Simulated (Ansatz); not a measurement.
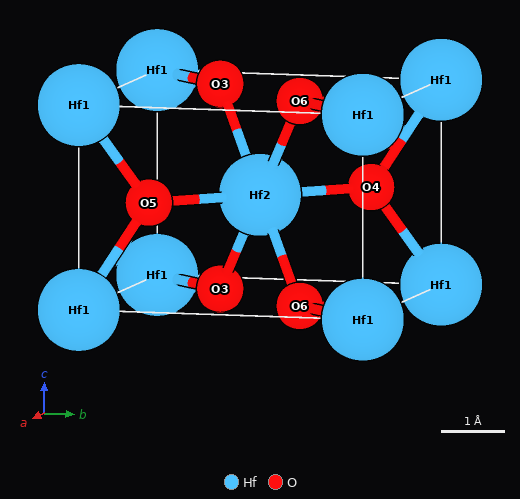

**Figure 1.** The structure (ball-and-stick view of the cell of the calculation, seen slightly off an axis; atoms are numbered from 1 in the order of the input). An atom can appear more than once, as a periodic image. Near neighbours in the periodic cell (some may lie outside the picture): Hf has 6 O at 2.04 to 2.09 Å; O has 3 Hf at 2.04 to 2.09 Å.

# Band-structure calculation, with input and output: HfO₂

System: HfO₂ (P4₂/mnm, 6 atoms in the cell).
Method: DFT, PBE, plane waves, PAW, no spin polarisation (Ansatz 0.2.0).

The structure was built on a prototype by a generator. The geometry comes from this level: r2SCAN (a point of a series of strains). It belongs to a series of runs on one base structure; here: epitaxial_xy strain -3.0%. Figures and captions count atoms from 1; the log counts them from 0 in places.

**Output**
```
scf.n_extra_bands = 5 over 38 filled bands (N_el = 76.0): the run solves 43 bands
Engine: ansatz 0.2.0, x86_64-unknown-linux-gnu
Pseudopotentials: kind: paw
Pseudopotential: Hf, paw, valence charge 26, recommended cutoff 420 eV (normal), Hf.paw.azcp
Pseudopotential: O, paw, valence charge 6, recommended cutoff 420 eV (normal), O.paw.azcp
Functional definition: PBE
  parameter kappa = 0.804
  parameter beta = 0.06672455060314922
  exchange = pbe_x(kappa = kappa, mu = beta*pi^2/3)
  correlation = pbe_c(beta = beta)
Crystal: 6 atoms, lattice volume = 72.426 Å³
Basis set: ecut = 420 eV, 1443 PW (Γ), exchange–correlation on 64×64×48 points (8 copies of the dense FFT grid, shifted against one another)
Bands: 43, of which v1, the nominal top of the filled ones, is band 38 counted from 1 (37 counted from 0)
Symmetry: 16 space group operations
Space group: P42/mnm (ITA 136), of the structure as read, at distance tolerance 4.2e-5 Å
k-points: 50 of 288
Non-local potential: Hf, projectors of the file, l = 0: 3, l = 1: 2, l = 2: 2, l = 3: 3
Non-local potential: O, projectors of the file, l = 0: 2, l = 1: 2, l = 2: 1
PAW form: soft (Blöchl's): semilocal exchange-correlation on the pseudo side does not see the compensation charge
PAW one-centre angular grid: Hf, 590 points (default); XC on 64 Gauss nodes
PAW one-centre angular grid: O, 110 points (default); XC on 64 Gauss nodes
Initial density: superposition of atomic densities (neutral atoms: chi_scale 0, normalization atom), corrected by the library's trained network
Initial wavefunctions: pseudopotential atomic-orbital guess
Functional: x = pbe(κ = 0.804, μ = 0.2195149727645171), c = pbe(β = 0.06672455060314922)
SCF iter   1: F=—  HF=-33722.926792 eV  |F-HF|=—  |Δ(HF+E_count)|=         —  Δρ=3.21e-3  dr2=6.27e-3  ethr=1.77e-3  ⟨swp⟩=5.9  Hψ=6882  notcnv=0
preconditioner: auto → Resta (q_TF=auto, 2.750 Å⁻¹)  ε∞=5.7  [insulator: Δε(μ)=4.144 eV  Ē_g=17.026 eV  σ=0.020 eV  W_gap=1.00  n_scr=30 (ndim 8)  ℏωp=37.0 eV  f_vac=0.076  D(μ)=0.00/eV (n_scr^D=0)  ε∞_Penn≈5.7]
SCF iter   2: F=—  HF=-33722.926703 eV  |F-HF|=—  |Δ(HF+E_count)|=   8.84e-5  Δρ=1.59e-3  dr2=1.21e-3  ethr=8.25e-6  ⟨swp⟩=2.0  Hψ=4252  notcnv=0  defer=49
SCF iter   3: F=—  HF=-33722.926850 eV  |F-HF|=—  |Δ(HF+E_count)|=   1.47e-4  Δρ=6.89e-4  dr2=3.31e-4  ethr=1.59e-6  ⟨swp⟩=2.0  Hψ=2654  notcnv=0  defer=50
SCF iter   4: F=—  HF=-33722.926909 eV  |F-HF|=—  |Δ(HF+E_count)|=   5.91e-5  Δρ=1.64e-4  dr2=1.52e-5  ethr=4.35e-7  ⟨swp⟩=2.0  Hψ=3872  notcnv=0  defer=49
SCF iter   5: F=—  HF=-33722.926844 eV  |F-HF|=—  |Δ(HF+E_count)|=   6.54e-5  Δρ=8.46e-5  dr2=3.35e-6  ethr=2.00e-8  ⟨swp⟩=2.1  Hψ=3879  notcnv=0  defer=49
SCF iter   6: F=—  HF=-33722.926845 eV  |F-HF|=—  |Δ(HF+E_count)|=   1.26e-6  Δρ=2.94e-5  dr2=5.15e-7  ethr=4.41e-9  ⟨swp⟩=2.2  Hψ=3558  notcnv=0  defer=49
SCF iter   7: F=-33722.926845 eV  HF=-33722.926845 eV  |F-HF|=1.11e-8  |Δ(HF+E_count)|=   3.61e-7  Δρ=5.28e-6  dr2=2.10e-8  ethr=1.32e-10  ⟨swp⟩=12.1  Hψ=15864  notcnv=0
SCF 1 converged in 7 iterations: F = -33722.926845 eV  dr2 = 2.10e-8
  greatest PAW one-centre occupation: 0.999 electrons in one spin orbital (limit 2), on the Hf atom at site 1 (counted from 0), in its partial waves of l = 0
NSCF: frozen V_eff on 6 k-points
SCF converged after 7 iterations
Free energy (F): -33722.926845 eV
Harris-Foulkes:  -33722.926845 eV  (|F-HF|=1.11e-8)
Internal energy: -33722.926845 eV  (E = F + TS)
E sigma→0 (E₀):  -33722.926845 eV
Fermi energy:    15.193736 eV
--- Per-component energies (eV) ---
  E_band       = -61.758456
  E_kinetic    = 1549.319013
  E_local      = -12705.606190  (includes V_loc(G=0)·N_el)
  E_nonlocal   = -2292.275549
  E_hartree    = 5797.640182
  E_xc         = -896.580664
  E_vxc        = -910.735645  (∫ρ·V_xc dr)
  E_paw        = -14489.383802  (= ΣΔE_a)
  E_vpaw       = 2702.256268  (= ΣTr[D̂ρ^β])
  E_aug_tail   = 0.010085  (compensation charges beyond the density's cutoff)
  E_ewald      = -10686.049920
  E_smearing   = -0.000000  (= −TS)
  E_closure    = -0.000000  (closes the sum)
  Σ components = -33722.926845   (vs F -33722.926845, Δ=0.00e0)
--- Forces (eV/Å), atoms counted from 1 ---
  atom   1  Hf     0.00000000    -0.00000000     0.00000000
  atom   2  Hf     0.00000000     0.00000000     0.00000000
  atom   3  O     -0.00648036    -0.00648036     0.00000000
  atom   4  O      0.00648036    -0.00648036     0.00000000
  atom   5  O     -0.00648036     0.00648036     0.00000000
  atom   6  O      0.00648036     0.00648036     0.00000000
  max |Σ_I F_I| component: 8.67e-19 eV/Å
--- Stress (GPa, compression-positive) ---
       17.104353       0.000000       0.000000
        0.000000      17.104353       0.000000
        0.000000       0.000000       5.630624
  P = ⅓ Tr σ = 13.2798 GPa (132.798 kbar)
--- Band table (eV; the first three rows and the last of 50) ---
  k-point 0: bands = ["-47.0503", "-47.0373", "-16.1027", "-16.1027", "-15.7684", "-15.7684", "-15.6710", "-15.5884", "-4.6254", "-3.8107", "-2.5517", "-2.5517", "3.0836", "3.0836", "3.0873", "3.1250", "3.1299", "3.1299", "3.1385", "3.1385", "3.1597", "3.1690", "3.1959", "3.1985", "3.2950", "3.2950", "7.6012", "8.0401", "8.6808", "9.4262", "9.4262", "11.4008", "11.4692", "11.4692", "12.4681", "12.9129", "12.9129", "13.1413", "17.2451", "17.3689", "18.5736", "18.7756", "18.7756"]
  k-point 1: bands = ["-47.0475", "-47.0355", "-16.0777", "-16.0777", "-15.7696", "-15.7696", "-15.7535", "-15.6799", "-4.4419", "-3.6801", "-2.6545", "-2.6545", "3.0872", "3.0872", "3.0925", "3.1245", "3.1301", "3.1301", "3.1408", "3.1408", "3.1572", "3.1651", "3.1869", "3.1967", "3.2776", "3.2776", "7.8376", "8.2146", "8.8375", "9.4838", "9.4838", "10.9910", "11.5982", "11.5982", "11.9447", "12.7303", "12.7303", "13.0043", "17.6408", "17.7269", "18.4784", "18.8055", "18.8055"]
  k-point 2: bands = ["-47.0405", "-47.0312", "-16.0120", "-16.0120", "-15.9449", "-15.8929", "-15.7773", "-15.7773", "-3.9869", "-3.3856", "-2.8971", "-2.8971", "3.0975", "3.0975", "3.1100", "3.1225", "3.1305", "3.1305", "3.1455", "3.1455", "3.1512", "3.1558", "3.1674", "3.1971", "3.2397", "3.2397", "8.4647", "8.6360", "9.2936", "9.6449", "9.6449", "10.1457", "10.9550", "11.8355", "11.8355", "12.3247", "12.3247", "12.5570", "18.1212", "18.3780", "18.5301", "19.0176", "19.0176"]
  k-point 49: bands = ["-47.0278", "-47.0278", "-16.1859", "-16.1859", "-15.8768", "-15.8768", "-15.8410", "-15.8410", "-3.2989", "-3.2989", "-3.0635", "-3.0635", "3.1246", "3.1246", "3.1268", "3.1268", "3.1302", "3.1302", "3.1367", "3.1367", "3.1462", "3.1462", "3.1900", "3.1900", "3.1950", "3.1950", "9.0025", "9.0025", "9.0169", "9.0169", "9.9907", "9.9907", "11.5562", "11.5562", "12.0760", "12.0760", "12.7233", "12.7233", "18.4787", "18.4787", "19.2117", "19.2117", "19.4345"]
```

**File bands.tsv**
```
# k_distance	band_0	band_1	band_2	band_3	band_4	band_5	band_6	band_7	band_8	band_9	band_10	band_11	band_12	band_13	band_14	band_15	band_16	band_17	band_18	band_19	band_20	band_21	band_22	band_23	band_24	band_25	band_26	band_27	band_28	band_29	band_30	band_31	band_32	band_33	band_34	band_35	band_36	band_37	band_38	band_39	band_40	band_41	band_42
# fermi_ev = 15.193736
# lock_threshold_ev = 1e-6
# [0, 0, 0] at k_distance = 0.000000
# [0, 0.5, 0] at k_distance = 0.669402
# [0.5, 0.5, 0] at k_distance = 1.338804
# [0, 0, 0.5] at k_distance = 2.683781
# [0, 0.5, 0.5] at k_distance = 3.353183
# [0.5, 0.5, 0.5] at k_distance = 4.022585
# levels_relative_to = fermi_ev
# free_energy_ev = -33722.926845
# largest_residual_norms_ev = 2.398e-3 3.046e-3 2.547e-4 4.205e-4 5.455e-4 1.237e-3 3.044e-4 1.518e-3 3.790e-4 4.936e-4 9.511e-4 1.335e-3 1.050e-3 1.168e-3 8.460e-4 1.548e-3 9.562e-4 8.579e-4 1.164e-3 1.404e-3 8.945e-4 2.267e-3 1.444e-3 1.774e-3 1.415e-3 1.884e-3 8.297e-4 9.317e-4 9.396e-4 1.016e-3 1.359e-3 1.620e-3 1.822e-3 1.940e-3 1.124e-3 1.340e-3 3.081e-4 1.068e-3 9.268e-4 1.234e-3 1.202e-3 1.205e-3 2.223e-3
0.000000	-62.244060	-62.231026	-31.296447	-31.296447	-30.962100	-30.962100	-30.864734	-30.782168	-19.819112	-19.004388	-17.745465	-17.745465	-12.110142	-12.110142	-12.106460	-12.068724	-12.063881	-12.063881	-12.055188	-12.055188	-12.034010	-12.024704	-11.997861	-11.995204	-11.898734	-11.898734	-7.592535	-7.153610	-6.512948	-5.767563	-5.767563	-3.792950	-3.724531	-3.724531	-2.725595	-2.280811	-2.280811	-2.052437	2.051336	2.175192	3.379834	3.581876	3.581876
0.669402	-62.237504	-62.237504	-31.171569	-31.171569	-31.103177	-31.103177	-30.823318	-30.823318	-18.966785	-18.966785	-18.275595	-18.275595	-12.082637	-12.082637	-12.080396	-12.080396	-12.069104	-12.069104	-12.041369	-12.041369	-12.029092	-12.029092	-12.009055	-12.009055	-12.003763	-12.003763	-6.166431	-6.166431	-5.642525	-5.642525	-4.888812	-4.888812	-4.659038	-4.659038	-3.604477	-3.604477	-2.686654	-2.686654	2.770519	2.770519	4.282299	4.282299	4.583523
1.338804	-62.237460	-62.237460	-31.324439	-31.324439	-30.946715	-30.946715	-30.822963	-30.822963	-19.325563	-19.325563	-17.824878	-17.824878	-12.115314	-12.115314	-12.087294	-12.087294	-12.057148	-12.057148	-12.046865	-12.046865	-12.028798	-12.028798	-11.996732	-11.996732	-11.930173	-11.930173	-7.377675	-7.377675	-5.874756	-5.874756	-4.410746	-4.410746	-3.732203	-3.732203	-3.198378	-3.198378	-2.543947	-2.543947	2.441082	2.441082	3.663125	3.663125	4.702748
2.683781	-62.221629	-62.221629	-31.381940	-31.381940	-31.063216	-31.063216	-31.030095	-31.030095	-18.422046	-18.422046	-18.356553	-18.356553	-12.069411	-12.069411	-12.067898	-12.067898	-12.059719	-12.059719	-12.057977	-12.057977	-12.050721	-12.050721	-12.009385	-12.009385	-11.997403	-11.997403	-6.093562	-6.093562	-5.401389	-5.401389	-5.233159	-5.233159	-4.306758	-4.306758	-3.667654	-3.667654	-2.932154	-2.932154	3.637311	3.637311	3.853968	3.853968	4.440031
3.353183	-62.221588	-62.221588	-31.444271	-31.444271	-31.033635	-31.033635	-30.993536	-30.993536	-18.968967	-18.968967	-17.768244	-17.768244	-12.083988	-12.083988	-12.071642	-12.071642	-12.062015	-12.062015	-12.059165	-12.059165	-12.042501	-12.042501	-12.027949	-12.027949	-11.940895	-11.940895	-6.841769	-6.841769	-5.475041	-5.475041	-4.389701	-4.389701	-3.842727	-3.842727	-3.763267	-3.763267	-2.888141	-2.888141	2.318857	2.318857	4.029319	4.029319	5.239397
4.022585	-62.221549	-62.221549	-31.379642	-31.379642	-31.070556	-31.070556	-31.034702	-31.034702	-18.492597	-18.492597	-18.257257	-18.257257	-12.069137	-12.069137	-12.066975	-12.066975	-12.063540	-12.063540	-12.057069	-12.057069	-12.047504	-12.047504	-12.003753	-12.003753	-11.998768	-11.998768	-6.191247	-6.191247	-6.176836	-6.176836	-5.203060	-5.203060	-3.637575	-3.637575	-3.117756	-3.117756	-2.470412	-2.470412	3.284935	3.284935	4.017920	4.017920	4.240813
```

**File rho_z.tsv**
```
# z_ang	rho[e/angstrom^3]
# format = ansatz-planar-average/11
# lattice	4.693133719	0.000000000	0.000000000
# lattice	0.000000000	4.693133719	0.000000000
# lattice	0.000000000	0.000000000	3.288289073
# sites	6
# site	72	0.000000000	0.000000000	0.000000000
# site	72	2.346566859	2.346566859	1.644144536
# site	8	1.439599409	1.439599409	0.000000000
# site	8	0.906967450	3.786166269	1.644144536
# site	8	3.786166269	0.906967450	1.644144536
# site	8	3.253534309	3.253534309	0.000000000
0.000000	1.860317e0
0.137012	1.730479e0
0.274024	1.395126e0
0.411036	9.866257e-1
0.548048	6.413901e-1
0.685060	4.309263e-1
0.822072	3.627136e-1
0.959084	4.309263e-1
1.096096	6.413901e-1
1.233108	9.866257e-1
1.370120	1.395126e0
1.507132	1.730479e0
1.644145	1.860317e0
1.781157	1.730479e0
1.918169	1.395126e0
2.055181	9.866257e-1
2.192193	6.413901e-1
2.329205	4.309263e-1
2.466217	3.627136e-1
2.603229	4.309263e-1
2.740241	6.413901e-1
2.877253	9.866257e-1
3.014265	1.395126e0
3.151277	1.730479e0
```

**File v_z.tsv**
```
# z_ang	v_es[eV]	v_tot[eV]
# format = ansatz-planar-average/11
# xc	pbe
# density_cutoff_ev	1680
# datasets	Hf=:simpson_from_first_knot:soft	O=:simpson_from_first_knot:soft
# lattice	4.693133719	0.000000000	0.000000000
# lattice	0.000000000	4.693133719	0.000000000
# lattice	0.000000000	0.000000000	3.288289073
# sites	6
# site	72	0.000000000	0.000000000	0.000000000
# site	72	2.346566859	2.346566859	1.644144536
# site	8	1.439599409	1.439599409	0.000000000
# site	8	0.906967450	3.786166269	1.644144536
# site	8	3.786166269	0.906967450	1.644144536
# site	8	3.253534309	3.253534309	0.000000000
0.000000	5.698576e0	-6.869698e0
0.137012	6.068483e0	-6.310958e0
0.274024	7.124221e0	-4.775886e0
0.411036	8.639383e0	-2.619969e0
0.548048	1.045020e1	-1.340918e-1
0.685060	1.196297e1	1.899595e0
0.822072	1.243504e1	2.567780e0
0.959084	1.196297e1	1.899595e0
1.096096	1.045020e1	-1.340918e-1
1.233108	8.639383e0	-2.619969e0
1.370120	7.124221e0	-4.775886e0
1.507132	6.068483e0	-6.310958e0
1.644145	5.698576e0	-6.869698e0
1.781157	6.068483e0	-6.310958e0
1.918169	7.124221e0	-4.775886e0
2.055181	8.639383e0	-2.619969e0
2.192193	1.045020e1	-1.340918e-1
2.329205	1.196297e1	1.899595e0
2.466217	1.243504e1	2.567780e0
2.603229	1.196297e1	1.899595e0
2.740241	1.045020e1	-1.340918e-1
2.877253	8.639383e0	-2.619969e0
3.014265	7.124221e0	-4.775886e0
3.151277	6.068483e0	-6.310958e0
```

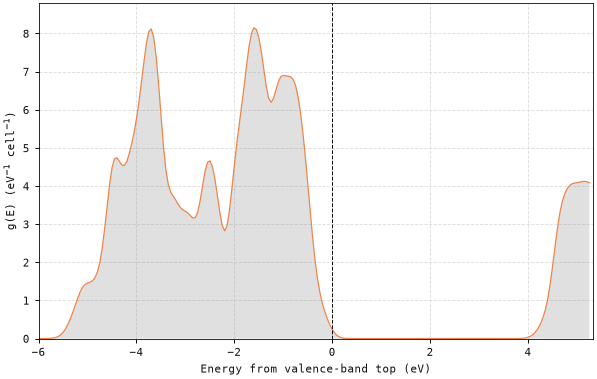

**Figure 2.** Density of states (the curve is built from the levels of the k mesh with Gaussians 0.3 eV wide, which also blur the band edges), with energies from the valence-band top. There is a gap of 4.10 eV on the k-point mesh. Small ripples come from the finite k-point mesh.

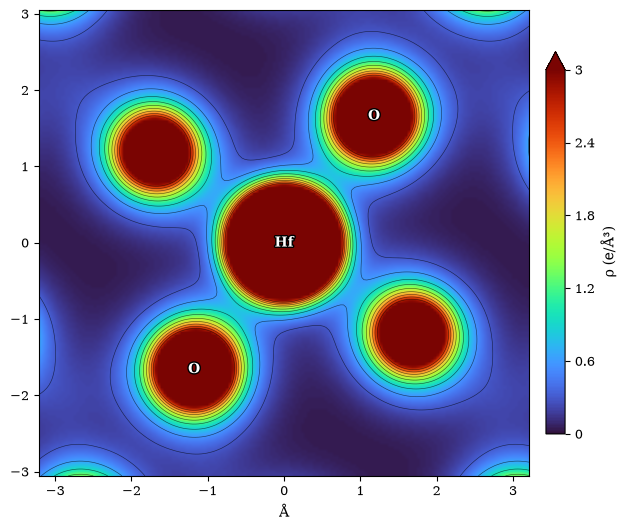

**Figure 3.** Valence electron density on the (111) plane of the conventional cell. The section cuts through Hf and O sites. Hf–O (2.04 Å): ρ is about 0.87 e/Å³ halfway. Away from the nuclei the density in this plane falls to 0.04 e/Å³ at its lowest. The fields are those of the smooth PAW valence density.

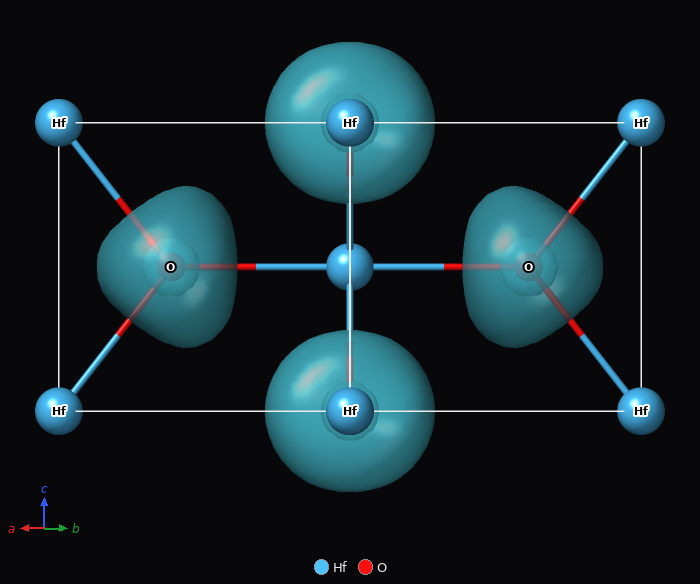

**Figure 4.** Isosurface of the electron localisation function at 0.65 (cyan), seen along [110]. Core shells and regions of very low density are left out. Sticks mark near contacts. The outline is the cell set on symmetry axes. Values along the shortest contacts: Hf–O (2.04 Å): the ELF peaks at about 0.85 in the valence shell of O, 0.6 Å from its nucleus, and drops to about 0.20 between the two atoms. Hf–O (2.09 Å): the ELF peaks at about 0.80 in the valence shell of O, 0.6 Å from its nucleus, and drops to about 0.20 between the two atoms.

This output came from the following input.

**The input**
```yaml
crystal:
  lattice:
    - [4.6931337186, 0.0, 0.0]
    - [0.0, 4.6931337186, 0.0]
    - [0.0, 0.0, 3.2882890728]
  atoms:
    - { symbol: Hf, position: [0.0, 0.0, 0.0] }
    - { symbol: Hf, position: [0.5, 0.5, 0.5] }
    - { symbol: O, position: [0.3067458751, 0.3067458751, 0.0] }
    - { symbol: O, position: [0.1932541249, 0.8067458751, 0.5] }
    - { symbol: O, position: [0.8067458751, 0.1932541249, 0.5] }
    - { symbol: O, position: [0.6932541249, 0.6932541249, 0.0] }
kpoints:
  mp_grid: { grid: [6, 6, 8] }
  band_path:
    path:
      - [0.0, 0.0, 0.0]
      - [0.0, 0.5, 0.0]
      - [0.5, 0.5, 0.0]
      - [0.0, 0.0, 0.5]
      - [0.0, 0.5, 0.5]
      - [0.5, 0.5, 0.5]
    npoints: 1
hamiltonian:
  xc: pbe
scf:
  occupations: { method: fermi_dirac, width: 0.02 }
  n_extra_bands: 5
output:
  forces: true
  stress: true
  eigenvalues: true
  write_density: true
  write_potential: true
  elf: true
  volumetric_format: npy
```

Command:
```bash
ansatz run input.yaml --threads 2 --pin off --max-ram 20275MiB --backend cpu --events-out ev --progress --plain --runs-dir out
```

**Key numbers**

| quantity | value |
| --- | --- |
| outcome | converged |
| space group (tolerance 0.01 Å) | P4₂/mnm (136) |
| electrons treated | 76 |
| free energy | −33722.9268 eV |
| Fermi energy | 15.194 eV |
| gap on the k-point mesh | 4.10 eV |
| pressure | 13.28 GPa |
| largest force (length of the vector) | 0.009 eV/Å |
| hardware | 2 threads of AMD EPYC (Zen 3), 144 GiB of memory available, shared host |
| wall time | 3.4 s (CPU time 6.7 s) |
| peak memory | 0.62 GiB |

**Remarks**

Spin–orbit coupling is left out, which matters for Hf.
